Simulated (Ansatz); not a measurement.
Run report: WSi2, geometry relaxation (part 3 of 3)

WSi2 (slab, 12 atoms in the cell); DFT PBE, scalar-relativistic, plane waves, PAW, no spin polarisation (Ansatz 0.2.0); cutoff 420 eV, 11×8×1 k-mesh, Gaussian smearing of 0.1 eV. The structure derives from an entry of the Crystallography Open Database. It belongs to a series of runs on one base structure; here: (1 0 1) slab, atoms relaxed.

Geometry of the input (Å; fractional positions):
```
3.2290  0.0000  0.0000
-1.6145  4.2519  0.0000
0.0000  0.0000  25.9492
Si 0.7137  0.4273  0.2890
Si 0.4305  0.8610  0.3271
W  0.1442  0.2884  0.3656
Si 0.8578  0.7157  0.4041
Si 0.5747  0.1494  0.4422
W  0.2884  0.5767  0.4807
Si 0.0020  0.0041  0.5193
Si 0.7189  0.4378  0.5573
W  0.4326  0.8651  0.5959
Si 0.1462  0.2924  0.6344
Si 0.8631  0.7261  0.6725
W  0.5767  0.1535  0.7110
```

### Output, continued
```
--- Forces (eV/Å), atoms counted from 1 ---
  atom   1  Si     0.00003574     0.00089236    -0.00048084
  atom   2  Si    -0.00091712    -0.00439940    -0.00593065
  atom   3  W      0.00097410    -0.00701656    -0.00610679
  atom   4  Si     0.00026881    -0.00575364    -0.00223520
  atom   5  Si    -0.00028467     0.00320936     0.00411970
  atom   6  W      0.00004362     0.00247279     0.00833038
  atom   7  Si     0.00007497     0.00197013    -0.00108277
  atom   8  Si    -0.00015759     0.00482007    -0.00767383
  atom   9  W     -0.00026158    -0.00128532     0.00911115
  atom  10  Si     0.00004480     0.00198132    -0.00071312
  atom  11  Si     0.00020330    -0.00102674     0.00154880
  atom  12  W     -0.00002454     0.00414242     0.00102606
  max |Σ_I F_I| component: 8.71e-5 eV/Å
--- Band table (eV; the first three rows and the last of 45) ---
  k-point 0: bands = ["-68.7217", "-68.6817", "-68.6373", "-68.4639", "-33.2134", "-33.0645", "-32.9838", "-32.9727", "-32.9369", "-32.9311", "-32.8981", "-32.8769", "-32.8065", "-32.7699", "-32.7562", "-32.7225", "-8.3272", "-7.4552", "-6.2751", "-4.8318", "-3.5001", "-2.0688", "-1.3776", "-0.6716", "0.0243", "0.1315", "0.3504", "1.1031", "1.3189", "1.5723", "2.1551", "2.2320", "2.6078", "2.6865", "2.7198", "2.7867", "3.1009", "3.1714", "3.7149", "3.9378", "4.3087", "4.6566", "4.7632", "4.8778", "5.0186", "5.9375", "6.3530", "6.8464", "7.5401", "7.5511", "8.0500", "8.1533", "8.5142", "8.7164", "8.8992", "8.9834"]
  k-point 1: bands = ["-68.7217", "-68.6817", "-68.6373", "-68.4639", "-33.2132", "-33.0647", "-32.9851", "-32.9735", "-32.9371", "-32.9320", "-32.8982", "-32.8770", "-32.8065", "-32.7711", "-32.7562", "-32.7226", "-8.1801", "-7.3154", "-6.1477", "-4.7407", "-3.4656", "-2.5092", "-1.7569", "-1.1054", "-0.6922", "0.1222", "0.5540", "1.3489", "1.6306", "1.9987", "2.2043", "2.4162", "2.6991", "2.7156", "2.7553", "2.9186", "3.0384", "3.2255", "3.6955", "3.9806", "4.3754", "4.7766", "4.7967", "4.9133", "5.0772", "5.9491", "6.1335", "6.7573", "7.3284", "7.6134", "7.6716", "8.1151", "8.3290", "8.4485", "8.6572", "8.8493"]
  k-point 2: bands = ["-68.7216", "-68.6817", "-68.6373", "-68.4639", "-33.2129", "-33.0652", "-32.9886", "-32.9753", "-32.9377", "-32.9340", "-32.8985", "-32.8771", "-32.8066", "-32.7739", "-32.7561", "-32.7228", "-7.7499", "-6.9100", "-5.7873", "-4.5113", "-3.6840", "-3.3956", "-2.5046", "-1.6768", "-1.4790", "-0.0829", "0.8079", "1.4534", "1.8859", "2.0873", "2.5950", "2.7466", "2.7770", "2.8549", "2.9957", "3.0440", "3.2723", "3.3193", "3.8831", "4.0869", "4.5295", "4.6674", "4.8750", "4.9298", "5.2043", "5.5755", "5.9536", "6.7656", "7.0454", "7.3032", "7.3478", "7.7473", "7.9940", "8.1446", "8.3945", "8.7645"]
  k-point 44: bands = ["-68.7152", "-68.6750", "-68.6306", "-68.4572", "-33.1907", "-33.0923", "-33.0687", "-33.0415", "-32.9872", "-32.9667", "-32.9541", "-32.9179", "-32.9147", "-32.9122", "-32.7520", "-32.7349", "-5.2960", "-4.6725", "-4.0864", "-3.5627", "-3.4295", "-2.8743", "-2.0103", "-1.2687", "-0.8728", "-0.6910", "-0.2446", "0.0843", "0.4532", "0.9889", "1.1954", "1.7799", "1.9672", "2.2071", "2.5541", "2.6009", "2.7074", "2.8665", "3.2333", "3.3199", "3.4738", "3.9116", "4.2823", "4.6191", "4.8790", "6.0288", "6.4162", "6.6557", "6.9471", "7.4019", "7.7808", "7.8559", "8.0651", "8.2002", "8.4097", "8.6347"]
--- Relaxed structure (9 steps of the walk, 9 accepted, 0 SCFs on fresh bases) ---
  F+E_penalty+E_count = -46624.29691307 eV   max|allowed force component| = 9.118e-3 eV/Å
  atoms:
    - { symbol: Si, position: [0.6880807141479964, 0.3773217119692637, 0.2834812679355711] }
    - { symbol: Si, position: [0.4364689573932378, 0.8733698062740762, 0.3258294754682158] }
    - { symbol: W, position: [0.1547045461261562, 0.3096074420807478, 0.3697831405558438] }
    - { symbol: Si, position: [0.8683511980837912, 0.7362937100989844, 0.40321063152288966] }
    - { symbol: Si, position: [0.5786199320715213, 0.15736365284460585, 0.44292056302523924] }
    - { symbol: W, position: [0.29311089388529415, 0.5861175395883846, 0.4829540111026612] }
    - { symbol: Si, position: [0.005123568336007285, 0.010055860973009348, 0.5197613316533458] }
    - { symbol: Si, position: [0.7190728247317394, 0.43806027863194563, 0.5583629066615399] }
    - { symbol: W, position: [0.4311199514319355, 0.8621445376438776, 0.5960970357860073] }
    - { symbol: Si, position: [0.1471533457395549, 0.2939729261573508, 0.6357215614622979] }
    - { symbol: Si, position: [0.8540864041742373, 0.7079999463182133, 0.6759045364835355] }
    - { symbol: W, position: [0.5728830417785287, 0.1452433432195405, 0.7051163418428521] }
```

### Trajectory as extended XYZ (Å, eV, eV/Å), 9 frames, from step=1 to step=9
```
12
Lattice="3.2290 0.0000 0.0000 -1.6145 4.2519 0.0000 0.0000 0.0000 25.9492" Properties=species:S:1:pos:R:3:forces:R:3 step=1 energy=-46623.89319
Si    1.6145    1.8170    7.5000   -0.0031  -0.0226  -0.3433
Si    0.0000    3.6610    8.4883   -0.0002   0.1986  -0.4180
W     0.0000    1.2261    9.4877    0.0007  -0.1502   1.1155
Si    1.6145    3.0431   10.4872    0.0049   0.1275  -0.3703
Si    1.6145    0.6352   11.4755   -0.0008  -0.1289  -0.2200
W     0.0000    2.4522   12.4749   -0.0030   0.0560   0.3511
Si    0.0000    0.0173   13.4743    0.0009   0.0156  -0.0974
Si    1.6145    1.8613   14.4626   -0.0013  -0.0453   0.0524
W     0.0000    3.6783   15.4620    0.0039  -0.0410  -0.2993
Si    0.0000    1.2434   16.4615    0.0050   0.1492   0.9755
Si    1.6145    3.0874   17.4498    0.0060  -0.4704   1.3372
W     1.6145    0.6525   18.4492   -0.0131   0.3115  -2.0826
12
Lattice="3.2290 0.0000 0.0000 -1.6145 4.2519 0.0000 0.0000 0.0000 25.9492" Properties=species:S:1:pos:R:3:forces:R:3 step=2 energy=-46624.18492
Si    1.6142    1.8161    7.4812    0.0020  -0.2073  -0.1209
Si    0.0000    3.6764    8.4527    0.0031   0.1718  -0.2404
W     0.0001    1.2277    9.5517   -0.0048   0.1313   0.3170
Si    1.6148    3.0507   10.4695   -0.0005   0.0958  -0.1137
Si    1.6145    0.6282   11.4797   -0.0011  -0.0852   0.0155
W    -0.0001    2.4544   12.5004    0.0032   0.0562   0.3021
Si    0.0002    0.0167   13.4804   -0.0012   0.0142   0.0077
Si    1.6146    1.8558   14.4835    0.0001   0.0050  -0.0296
W     0.0004    3.6728   15.4773   -0.0047  -0.1066  -0.3525
Si    0.0003    1.2545   16.4972   -0.0080   0.3421  -0.3627
Si    1.6148    3.0602   17.5448   -0.0035  -0.3316  -0.1274
W     1.6132    0.6613   18.2545    0.0154  -0.0856   0.7102
12
Lattice="3.2290 0.0000 0.0000 -1.6145 4.2519 0.0000 0.0000 0.0000 25.9492" Properties=species:S:1:pos:R:3:forces:R:3 step=3 energy=-46624.23988
Si    1.6144    1.8244    7.4550    0.0019  -0.2561  -0.0860
Si    0.0003    3.7164    8.4205    0.0024   0.1544  -0.1017
W    -0.0002    1.2703    9.5684   -0.0029   0.1137   0.3147
Si    1.6147    3.0910   10.4665   -0.0018   0.0383  -0.1174
Si    1.6143    0.6503   11.4901   -0.0004  -0.0351  -0.0625
W    -0.0001    2.4726   12.5210    0.0020  -0.0319   0.0173
Si   -0.0001    0.0235   13.4827   -0.0008   0.0053   0.0008
Si    1.6144    1.8428   14.4837    0.0005  -0.0036   0.0160
W     0.0001    3.6468   15.4570   -0.0014  -0.0054   0.0947
Si    0.0003    1.2279   16.4985   -0.0051   0.1086  -0.1489
Si    1.6150    3.0005   17.5434   -0.0053  -0.0529  -0.0913
W     1.6140    0.6083   18.2861    0.0110  -0.0350   0.1641
12
Lattice="3.2290 0.0000 0.0000 -1.6145 4.2519 0.0000 0.0000 0.0000 25.9492" Properties=species:S:1:pos:R:3:forces:R:3 step=4 energy=-46624.27297
Si    1.6162    1.6674    7.3312   -0.0037  -0.0999   0.2984
Si    0.0020    3.7280    8.3891   -0.0079   0.0282   0.2360
W    -0.0008    1.3169    9.6244    0.0041   0.0902  -0.5196
Si    1.6142    3.1377   10.4520    0.0062  -0.0910  -0.0300
Si    1.6138    0.6596   11.5092    0.0000   0.0606  -0.0342
W    -0.0003    2.4849   12.5377    0.0001  -0.0242   0.0674
Si   -0.0006    0.0318   13.4947    0.0033   0.0452  -0.0126
Si    1.6142    1.8546   14.4999   -0.0021  -0.0355  -0.0391
W    -0.0004    3.6547   15.4708   -0.0017   0.0136   0.0897
Si   -0.0002    1.2383   16.5067    0.0017   0.0003  -0.0321
Si    1.6144    2.9950   17.5509   -0.0011   0.0529  -0.0263
W     1.6145    0.6062   18.3062    0.0010  -0.0401   0.0025
12
Lattice="3.2290 0.0000 0.0000 -1.6145 4.2519 0.0000 0.0000 0.0000 25.9492" Properties=species:S:1:pos:R:3:forces:R:3 step=5 energy=-46624.28779
Si    1.6140    1.6615    7.4114   -0.0026  -0.0077  -0.2281
Si    0.0001    3.7257    8.4266   -0.0036  -0.0721   0.0308
W    -0.0005    1.3082    9.5973    0.0035   0.0702   0.0865
Si    1.6147    3.1260   10.4467    0.0035   0.0060   0.0906
Si    1.6141    0.6635   11.4929   -0.0001  -0.0106   0.0299
W     0.0001    2.4870   12.5283   -0.0020   0.0021   0.0648
Si    0.0000    0.0373   13.4871    0.0015  -0.0039  -0.0547
Si    1.6145    1.8568   14.4899   -0.0003   0.0109  -0.0675
W    -0.0001    3.6597   15.4653   -0.0002  -0.0089   0.0441
Si    0.0003    1.2439   16.4933   -0.0004  -0.0364   0.0386
Si    1.6148    2.9982   17.5373   -0.0020   0.0411   0.0091
W     1.6150    0.6071   18.2968    0.0026   0.0092  -0.0457
12
Lattice="3.2290 0.0000 0.0000 -1.6145 4.2519 0.0000 0.0000 0.0000 25.9492" Properties=species:S:1:pos:R:3:forces:R:3 step=6 energy=-46624.29328
Si    1.6128    1.5879    7.3509    0.0000   0.0844  -0.0468
Si   -0.0004    3.7289    8.4691   -0.0018  -0.1486  -0.0594
W    -0.0003    1.3206    9.5920    0.0025   0.0048   0.0558
Si    1.6153    3.1322   10.4498   -0.0006   0.0260   0.1355
Si    1.6143    0.6727   11.4998   -0.0009  -0.0131  -0.0778
W     0.0001    2.4920   12.5317    0.0007   0.0117  -0.0040
Si    0.0003    0.0404   13.4842   -0.0006   0.0194   0.0302
Si    1.6144    1.8621   14.4919    0.0005   0.0047  -0.0442
W     0.0000    3.6650   15.4689    0.0008   0.0042   0.0056
Si    0.0005    1.2490   16.4951   -0.0005  -0.0105   0.0252
Si    1.6148    3.0078   17.5411   -0.0004   0.0182  -0.0048
W     1.6153    0.6162   18.2983    0.0002  -0.0013  -0.0151
12
Lattice="3.2290 0.0000 0.0000 -1.6145 4.2519 0.0000 0.0000 0.0000 25.9492" Properties=species:S:1:pos:R:3:forces:R:3 step=7 energy=-46624.29543
Si    1.6129    1.5979    7.3493   -0.0003  -0.0381   0.0454
Si   -0.0014    3.6967    8.4486    0.0015   0.0734   0.0228
W    -0.0001    1.3067    9.5927   -0.0020   0.0219  -0.0218
Si    1.6151    3.1240   10.4718    0.0002  -0.0142  -0.0976
Si    1.6143    0.6666   11.4873    0.0009   0.0020   0.0596
W     0.0002    2.4936   12.5336   -0.0005  -0.0005  -0.0098
Si    0.0003    0.0497   13.4905    0.0002  -0.0439  -0.0163
Si    1.6147    1.8675   14.4870   -0.0002   0.0089   0.0378
W     0.0002    3.6716   15.4711   -0.0003  -0.0072  -0.0081
Si    0.0005    1.2567   16.4989    0.0003   0.0054  -0.0085
Si    1.6148    3.0184   17.5421   -0.0002  -0.0097  -0.0038
W     1.6153    0.6255   18.3001    0.0003   0.0019   0.0009
12
Lattice="3.2290 0.0000 0.0000 -1.6145 4.2519 0.0000 0.0000 0.0000 25.9492" Properties=species:S:1:pos:R:3:forces:R:3 step=8 energy=-46624.29691
Si    1.6126    1.6043    7.3561    0.0000   0.0008  -0.0003
Si   -0.0007    3.7134    8.4550   -0.0009  -0.0043  -0.0059
W    -0.0003    1.3164    9.5956    0.0010  -0.0067  -0.0067
Si    1.6152    3.1306   10.4630    0.0003  -0.0059  -0.0025
Si    1.6143    0.6691   11.4934   -0.0003   0.0034   0.0043
W     0.0002    2.4921   12.5323    0.0000   0.0023   0.0089
Si    0.0003    0.0428   13.4874    0.0001   0.0019  -0.0011
Si    1.6146    1.8626   14.4891   -0.0002   0.0049  -0.0077
W     0.0002    3.6657   15.4682   -0.0003  -0.0013   0.0089
Si    0.0005    1.2499   16.4965    0.0000   0.0019  -0.0009
Si    1.6148    3.0103   17.5392    0.0002  -0.0010   0.0014
W     1.6153    0.6176   18.2972    0.0000   0.0041   0.0010
12
Lattice="3.2290 0.0000 0.0000 -1.6145 4.2519 0.0000 0.0000 0.0000 25.9492" Properties=species:S:1:pos:R:3:forces:R:3 step=9 energy=-46624.29691
Si    1.6126    1.6043    7.3561    0.0000   0.0009  -0.0005
Si   -0.0007    3.7134    8.4550   -0.0009  -0.0044  -0.0059
W    -0.0003    1.3164    9.5956    0.0010  -0.0070  -0.0061
Si    1.6152    3.1306   10.4630    0.0003  -0.0058  -0.0022
Si    1.6143    0.6691   11.4934   -0.0003   0.0032   0.0041
W     0.0002    2.4921   12.5323    0.0000   0.0025   0.0083
Si    0.0003    0.0428   13.4874    0.0001   0.0020  -0.0011
Si    1.6146    1.8626   14.4891   -0.0002   0.0048  -0.0077
W     0.0002    3.6657   15.4682   -0.0003  -0.0013   0.0091
Si    0.0005    1.2499   16.4965    0.0000   0.0020  -0.0007
Si    1.6148    3.0103   17.5392    0.0002  -0.0010   0.0015
W     1.6153    0.6176   18.2972    0.0000   0.0041   0.0010
```

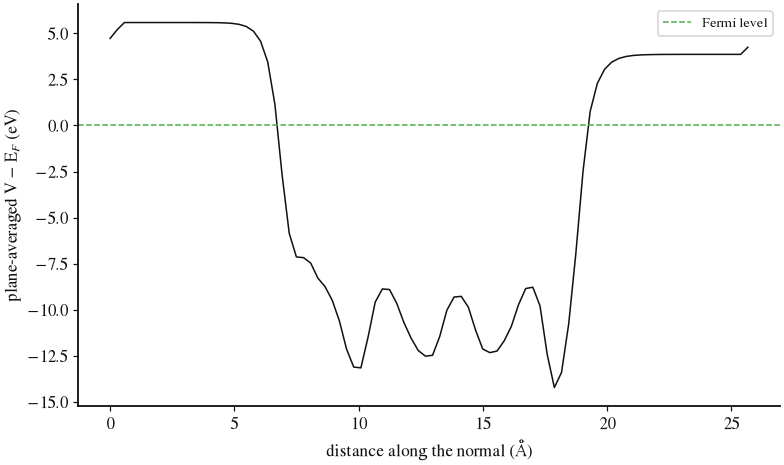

Fig. 1: Plane average of the electrostatic potential energy of an electron across the cell, from the Fermi level. The vacuum level lies 3.86 eV above the Fermi level on the upper side and 5.59 eV on the lower.

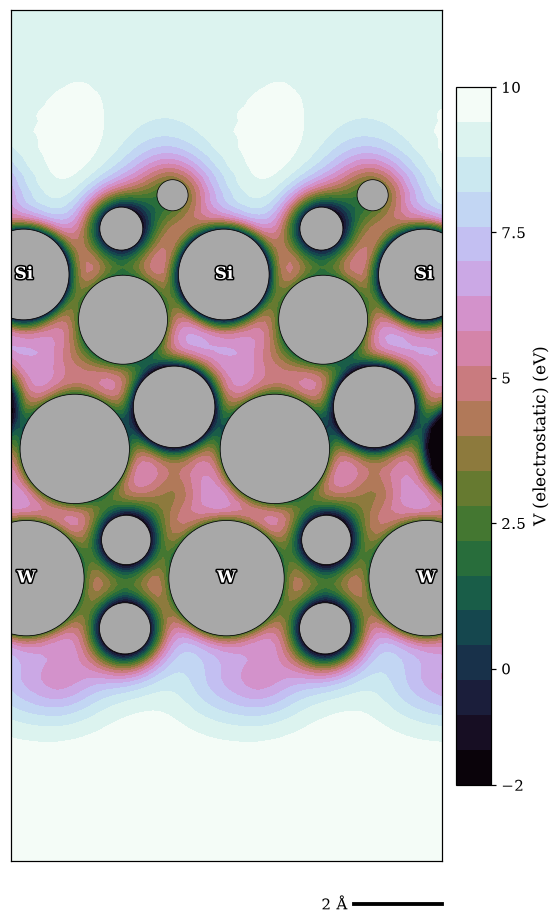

Fig. 2: Electrostatic potential energy of an electron on the (100) plane of the calculation cell, a cut from vacuum to vacuum. Grey discs, where drawn, cover atomic cores. The plane passes through W and Si nuclei. The fields are those of the smooth PAW valence density.

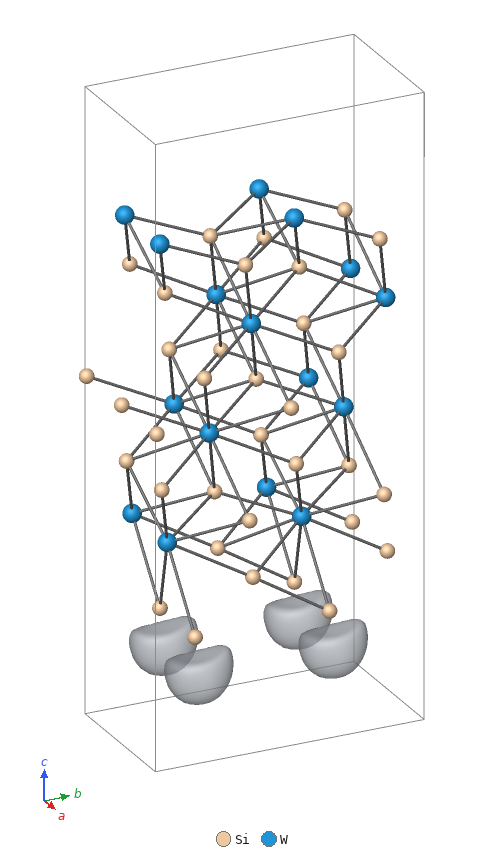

Fig. 3: Isosurface of the electron localisation function at 0.9 (grey), seen slightly off an axis. Core shells and regions of very low density are left out. Sticks mark near contacts. Counts are for one cell; the picture repeats the cell along the surface. Profiles from the grid: Si–Si (2.41 Å): the ELF peaks at about 0.75 between the atoms, which marks a shared electron pair. Si–W (2.50 Å): the ELF is about 0.50 at the midpoint.

### Summary

| quantity | value |
| --- | --- |
| outcome | converged |
| electrons treated | 88 |
| free energy | −46624.2969 eV |
| work function, top face | 3.86 eV |
| work function, bottom face | 5.59 eV |
| Fermi energy | 4.884 eV |
| gap on the k-point mesh | none (metallic) |
| final volume | 356.26 Å³ |
| work function (upper face) | 3.86 eV |
| largest force (length of the vector) at the end | 0.009 eV/Å |
| hardware | 2 threads of Intel Xeon (Granite Rapids), 128 GiB of memory available, shared host |
| wall time | 4.5 min (CPU time 8.8 min) |
| peak memory | 1.1 GiB |

### Remarks

Warnings of the run: the k-point mesh lowers the symmetry that the run can use; the exchange-correlation potential is rough where the density is thin. Spin–orbit coupling is left out, which matters for W.
